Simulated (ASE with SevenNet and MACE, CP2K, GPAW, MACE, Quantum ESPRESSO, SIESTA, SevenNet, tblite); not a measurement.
# Machine-learned potentials runs on graphene armchair nanoribbon, H-capped (84 atoms)

Wanted: machine-learned potentials inputs and outputs for graphene armchair nanoribbon, H-capped (84 atoms), checked against a plane-wave reference.

Calculated with ASE with SevenNet and MACE; the method is named at each step.

### Step 1. Starting point

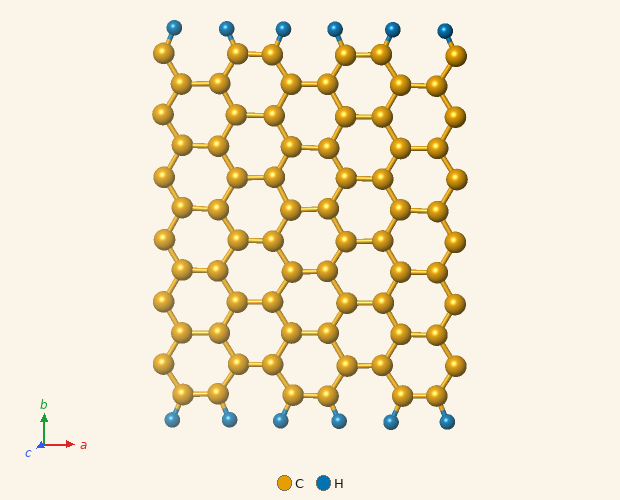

Start, viewed from the side, with the a axis across the page; carbon orange, hydrogen blue.

The cell holds 84 atoms: 72 C and 12 H. Its edges and angles: a = 12.783 Å, b = 25.418 Å, c = 10.000 Å, α = 90.0°, β = 90.0°, γ = 90.0°. It derives from C (graphene). Graphene (a = 2.46 Å), rectangular cell with x along the armchair direction; strip nominally 15 Å wide, 3 periods, edges capped with H, 10 Å of vacuum; minimised with a classical potential. Then every atom was moved at random, 0.02 Å r.m.s. a Cartesian component (hydrogen 0.6 of that). Regions: sheet, 72 atoms (72 C); hydrogen, 12 atoms (12 H). Vacuum lies along b and c. The structure's axis is a.

The yardstick, on the same geometry:

```
method                                           : Kohn-Sham DFT, PBE, SSSP efficiency 1.3.0 pseudopotentials, plane waves (Quantum ESPRESSO 7.5); sssp-pbe-1.3.0-efficiency, cutoffs 60/480 Ry, Γ point
r.m.s. force component                           : 1.395 eV/Å
longest force                                    : 6.256 eV/Å
gap (highest filled to lowest empty level) : 0.5207 eV
time                                             : 53 min on 1 thread of Arm Neoverse N1, shared host
CPU time                                         : 53 min
```

### Step 2. SevenNet 0 potential

Method: machine-learned interatomic potential SevenNet 0, trained on PBE(+U) plane-wave data.

Input file run.py:

```python
import numpy as np
from ase.io import read
import mlip  # loads the published weights by name

atoms = read("structure.xyz")
atoms.calc = mlip.calc("7net-0")
energy = atoms.get_potential_energy()
forces = atoms.get_forces()
print(f"energy {energy:.6f} eV")
print("forces (eV/A)")
for i, (a, f) in enumerate(zip(atoms, forces)):
    print(f"{i:4d} {a.symbol:2s} {f[0]:10.5f} {f[1]:10.5f} {f[2]:10.5f}")
```

Input file structure.xyz:

```xyz
84
Lattice="12.78253 0.00000 0.00000 0.00000 25.41794 0.00000 0.00000 0.00000 10.00000" Properties=species:S:1:pos:R:3 pbc="T T T"
C 0.69000 7.27055 5.01290
C 1.45043 6.09548 4.97680
C 2.81561 6.13767 4.99960
C 3.61643 7.28809 5.00910
C 0.69269 9.68042 5.00000
C 1.40301 8.48222 5.00700
C 2.86099 8.48934 5.00100
C 3.56403 9.69364 4.99810
C 0.72694 12.08623 5.00330
C 1.42576 10.92438 5.02620
C 2.80398 10.89820 5.01220
C 3.60148 12.09564 4.99860
C 0.70994 14.50373 4.98840
C 1.42615 13.33857 5.02500
C 2.82941 13.27350 5.01920
C 3.57003 14.50780 5.00920
C 0.67032 16.93699 5.01290
C 1.42512 15.75023 4.99660
C 2.83018 15.72837 5.00300
C 3.52964 16.94741 5.00490
C 0.69895 19.30467 5.00810
C 1.39304 18.12477 5.03090
C 2.87875 18.15629 5.01470
C 3.59061 19.31636 5.04460
C 4.94313 7.28809 5.01000
C 5.74766 6.11708 5.00490
C 7.09891 6.08810 4.97980
C 7.85346 7.26165 4.99350
C 4.94121 9.71423 5.01760
C 5.67787 8.51984 4.96930
C 7.10594 8.52594 4.96580
C 7.84541 9.69720 5.02100
C 4.95873 12.07123 4.98500
C 5.71532 10.88244 4.99570
C 7.07551 10.92336 5.00950
C 7.82035 12.08140 5.02760
C 5.00756 14.54415 4.96960
C 5.65947 13.28265 5.01410
C 7.11271 13.34696 5.00410
C 7.82176 14.53245 5.00640
C 4.99912 16.92606 4.97980
C 5.67838 15.72989 5.00930
C 7.12843 15.68414 5.01690
C 7.79389 16.91869 5.03460
C 4.93291 19.28967 5.01130
C 5.67723 18.15731 5.02550
C 7.08101 18.16442 4.95220
C 7.79364 19.29755 5.01570
C 9.20969 7.29622 4.98200
C 10.01703 6.12115 5.00990
C 11.34360 6.13589 5.00400
C 12.08601 7.29469 4.98000
C 9.25979 9.71219 4.98990
C 9.94864 8.50611 4.98440
C 11.35472 8.49264 5.03510
C 12.05904 9.68296 4.99210
[... 24 atom lines left out ...]
H 9.56082 5.10189 5.00030
H 11.75469 5.13188 4.98510
H 9.63189 20.30512 5.01090
H 11.67441 20.27259 5.01320
```

Launch:

```console
$ OMP_NUM_THREADS=1 python run.py > output.txt
```

The program printed:

```text
energy -698.973389 eV
forces (eV/A)
   0 C     1.03277   -0.21897   -0.30260
   1 C     0.56235    0.15453    0.22902
   2 C     0.17225   -1.77396   -0.07150
   3 C    -4.69337    0.08819   -0.00125
   4 C     0.07454    0.77204    0.06684
   5 C     1.45175    0.03864    0.03369
   6 C    -0.77959   -0.44645    0.01608
   7 C    -2.10126    0.60309    0.15247
   8 C    -1.11911    2.42530    0.23595
   9 C    -0.59726   -2.27855   -0.21548
  10 C     2.75671    0.31812   -0.03975
  11 C    -3.82298   -0.88308    0.06744
  12 C     1.74575    2.32215    0.31471
  13 C     0.22936   -2.96740   -0.23976
  14 C     1.60511    2.03580   -0.02048
  15 C    -0.55441    0.05728   -0.24083
  16 C     1.90000   -0.16059    0.20642
  17 C    -0.51679   -1.26650   -0.05697
  18 C     0.07626   -0.41791    0.04600
  19 C     2.41664   -0.63228   -0.17878
  20 C    -1.12828    0.73264    0.18155
  21 C     2.01609    0.86675   -0.23716
  22 C    -2.91215   -0.59989    0.23135
  23 C    -0.27777    0.53779   -0.27661
[...]
76 H     0.08014    0.65994    0.02213
  77 H     0.65382   -0.75596   -0.04306
  78 H     0.50559    0.01651   -0.01516
  79 H    -0.55339   -0.04264    0.05926
  80 H    -0.02145    0.85701    0.04203
  81 H     0.66175    0.02240    0.03936
  82 H     0.46719    0.56767    0.00064
  83 H    -0.76503    0.74143    0.00821
```

Wall time 15 s (1 thread of Arm Neoverse N1, shared host); peak memory 0.81 GiB.

Banners, paths, timers and routine set-up lines are dropped from the logs unmarked, and long logs keep their key lines alone; longer cuts are marked.

Numbers from this run, and their distance from the reference:

| Item | Value |
| --- | --- |
| r.m.s. force component | 1.185 eV/Å |
| r.m.s. difference of force components | 341.5 meV/Å |
| longest difference of force vectors | 1333 meV/Å |
| force difference over r.m.s. force | 24.47 % |
| slope of forces against the reference's | 0.8308 |
| correlation of force components | 0.9781 |

Length of the force difference by element (eV/Å):

| element | atoms | mean | most |
| --- | --- | --- | --- |
| C | 72 | 0.56 | 1.3 |
| H | 12 | 0.076 | 0.16 |

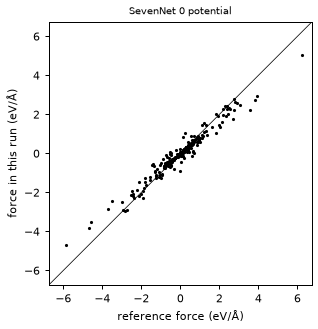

Force components against those of the reference; the line marks equality.

A closer look about C25, which bears the longest force: 10 atoms, nearest first, numbered in the order of the input, with positions taken from that point.

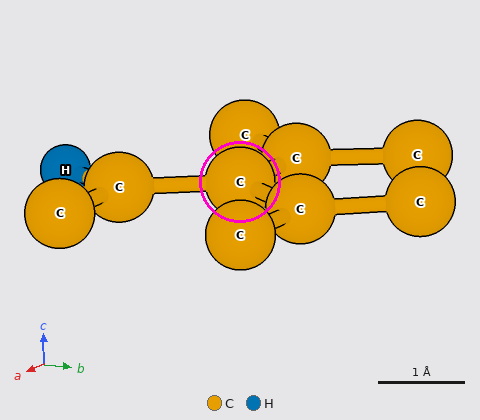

The atoms of the table, within 2.5 Å (arrows a, b, c point along x, y, z); some may hide others; the central atom is ringed.

```
atom      x      y      z  distance (Å)     Fx     Fy  Fz (eV/Å)
 C25   0.00   0.00   0.00          0.00   5.05   0.09      -0.18
  C4  -1.33   0.00   0.00          1.33  -4.69   0.09       0.00
 C26   0.80  -1.17  -0.01          1.42  -1.46  -1.26      -0.04
 C30   0.73   1.23  -0.04          1.43  -0.24  -0.94       0.27
 H77   0.32  -2.17   0.00          2.19   0.08   0.66       0.02
  C7  -2.08   1.20  -0.01          2.40  -0.78  -0.45       0.02
  C3  -2.13  -1.15  -0.01          2.42   0.17  -1.77      -0.07
 C29   0.00   2.43   0.01          2.43   2.29  -0.41      -0.33
 C27   2.16  -1.20  -0.03          2.47  -0.15   0.26       0.17
 C31   2.16   1.24  -0.04          2.49   0.44  -1.92       0.28
```

Atoms are counted from 1 here, from 0 in the log.

Forces lie 24 % from the reference's, at 0.0039 times its CPU time.

The difference per atom is largest on C (0.56 eV/Å on average, against 0.076 on H).

### Step 3. MACE MPA-0 medium potential

Method: machine-learned interatomic potential MACE MPA-0 medium, trained on PBE(+U) plane-wave data.

Changes to run.py since step 2:

```diff
@@ -5,3 +5,3 @@
 atoms = read("structure.xyz")
-atoms.calc = mlip.calc("7net-0")
+atoms.calc = mlip.calc("mace-mpa-0-medium")
 energy = atoms.get_potential_energy()
```

structure.xyz is that of step 2.

The program printed:

```text
energy -698.686198 eV
forces (eV/A)
   0 C     1.12815    0.13388   -0.26073
   1 C     0.64921    0.38631    0.19676
   2 C     0.06289   -1.54711   -0.04742
   3 C    -4.98982    0.17995    0.00707
   4 C     0.19321    0.53974    0.07011
   5 C     1.21727   -0.08322    0.01586
   6 C    -0.60638   -0.23568    0.02449
   7 C    -1.57237    0.51446    0.11172
   8 C    -0.99200    1.82025    0.17545
   9 C    -0.49507   -1.74564   -0.17234
  10 C     2.26832    0.08279   -0.04064
  11 C    -3.23869   -0.77743    0.07107
  12 C     1.36105    1.81463    0.24736
  13 C     0.23679   -2.36047   -0.18172
  14 C     1.46777    1.84796   -0.04869
  15 C    -0.52546    0.22198   -0.19680
  16 C     1.71517   -0.10934    0.16305
  17 C    -0.35573   -1.06645   -0.00601
  18 C     0.14361   -0.19748    0.01630
  19 C     2.08369   -0.62167   -0.11702
  20 C    -1.34378    0.45704    0.14133
  21 C     1.96699    0.71760   -0.18342
  22 C    -2.80484   -0.95199    0.16865
  23 C    -0.29003    0.28265   -0.22654
[...]
76 H    -0.02737    0.65545    0.02636
  77 H     0.81713   -0.76319   -0.04009
  78 H     0.69178    0.03251   -0.01961
  79 H    -0.71664   -0.03763    0.06311
  80 H    -0.12820    0.80318    0.04538
  81 H     0.80686   -0.01162    0.03845
  82 H     0.64466    0.61862   -0.00285
  83 H    -0.97547    0.83708    0.00771
```

Run time: 14 s. Hardware: 1 thread; peak memory 0.83 GiB.

Compared with the plane-wave run:

```yaml
r_m_s_force_component: 1.081 eV/Å
r_m_s_difference_of_force_components: 409 meV/Å
longest_difference_of_force_vectors: 1676 meV/Å
force_difference_over_r_m_s_force: 29.31 %
slope_of_forces_against_the_reference_s: 0.7573
correlation_of_force_components: 0.9772
```

Against the first run (24 %), the force difference from the reference is 29 %, at 1.0 times the CPU time.

The difference per atom is largest on C (0.67 eV/Å on average, against 0.13 on H).

### Step 4. MACE MP-0b2 small potential

Method: machine-learned interatomic potential MACE MP-0b2 small, trained on PBE(+U) plane-wave data.

Changes to run.py since step 3:

```diff
@@ -5,3 +5,3 @@
 atoms = read("structure.xyz")
-atoms.calc = mlip.calc("mace-mpa-0-medium")
+atoms.calc = mlip.calc("mace-mp-0b2-small")
 energy = atoms.get_potential_energy()
```

structure.xyz is that of step 3.

The program printed:

```text
energy -699.027078 eV
forces (eV/A)
   0 C     1.15846   -0.14084   -0.24981
   1 C     0.46760    0.51849    0.18151
   2 C     0.20728   -1.44398   -0.04429
   3 C    -4.28281   -0.06591    0.01241
   4 C     0.06434    0.52879    0.06379
   5 C     1.26741   -0.06129    0.02021
   6 C    -0.77206   -0.21435    0.01632
   7 C    -1.46073    0.43806    0.13826
   8 C    -0.83390    1.76108    0.19889
   9 C    -0.46300   -1.57213   -0.19412
  10 C     2.11073    0.19714   -0.03456
  11 C    -2.98848   -0.78983    0.06574
  12 C     1.32043    1.64732    0.27716
  13 C     0.23610   -2.24282   -0.20628
  14 C     1.34624    1.65514   -0.03309
  15 C    -0.60152    0.12297   -0.19605
  16 C     1.61826   -0.01461    0.19381
  17 C    -0.37622   -1.07475   -0.02795
  18 C     0.00542   -0.22871    0.01953
  19 C     2.23206   -0.50162   -0.14543
  20 C    -1.10163    0.26234    0.14791
  21 C     1.65841    0.94706   -0.17946
  22 C    -2.40406   -0.55504    0.17641
  23 C    -0.41910   -0.01777   -0.21719
[...]
76 H     0.14404    0.60093    0.01782
  77 H     0.68046   -0.84610   -0.03036
  78 H     0.48948    0.10273   -0.01004
  79 H    -0.54829    0.04431    0.05285
  80 H     0.08950    0.77607    0.03479
  81 H     0.59239   -0.05649    0.02828
  82 H     0.51549    0.72927    0.00054
  83 H    -0.77306    0.94778    0.00614
```

It took 12 s on 1 thread; peak memory 0.67 GiB.

Against the reference:

* r.m.s. force component: 0.9921 eV/Å
* r.m.s. difference of force components: 477.9 meV/Å
* longest difference of force vectors: 1882 meV/Å
* force difference over r.m.s. force: 34.25 %
* slope of forces against the reference's: 0.6941
* correlation of force components: 0.9762

Against the first run (24 %), the force difference from the reference is 34 %, at 0.86 times the CPU time.

The difference per atom is largest on C (0.79 eV/Å on average, against 0.11 on H).

### Step 5. All runs compared

Differences are against the plane-wave reference, forces as r.m.s. over components; share is that over the reference's r.m.s. force, slope the least-squares factor from reference forces to these. Total energies of different programs have different zeros and aren't compared.

```csv
run,"Δ force, r.m.s. (meV/Å)",share (%),slope,cores,CPU time,memory (GiB)
reference,-,-,-,1,53 min,9.2
SevenNet 0 potential,341,24.5,0.831,1,13 s,0.81
MACE MPA-0 medium potential,409,29.3,0.757,1,13 s,0.83
MACE MP-0b2 small potential,478,34.3,0.694,1,11 s,0.67
```

Times of the machine-learned potentials are mostly Python's start and the loading of weights.

CPU time is summed over cores on a shared host, where runs went side by side, so it is rough. Symmetry, cutoffs, thresholds, outputs and thread counts weren't matched or tuned between programs; memory under MPI is the largest rank's times the ranks.

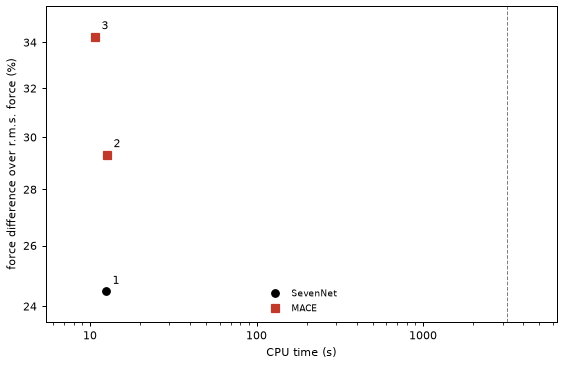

Force difference against CPU time; the dashed line marks the reference's time. Points: 1 SevenNet 0 potential; 2 MACE MPA-0 medium potential; 3 MACE MP-0b2 small potential.

### Step 6. Summary of results

```
nearest in forces : SevenNet 0 potential, 24 %
its CPU time      : 13 s
```

What this shows: Machine-learned potentials differ by 24 % (SevenNet 0 potential) to 34 % (MACE MP-0b2 small potential); they were trained on other programs' data. Among those trained on PBE data the slope goes as low as 0.69, which softening far from their training structures can give, though the reference's k-sampling is untested too. Machine-learned potentials mimic data converged in k, so the reference's own k-point error enters their differences. The runs have no spin polarisation, so any moments at edges, vacancies or dangling bonds can't form. The electronic-structure runs sample only Γ, in a cell whose periodic width is 13 Å.

[Also dropped from logs without a mark: logging warnings of Python, and SIESTA's first energy breakdown and zero terms.]

[Logs are printed without paths, hosts, clocks, repeated set-up lines and the standing remarks that a program may print on its own settings, such as how far it seeks lower states.]

[Hosts, paths, dates, database ids (printed as entryN), source tags and the programs' standing remarks are cut or masked in the printed files.]
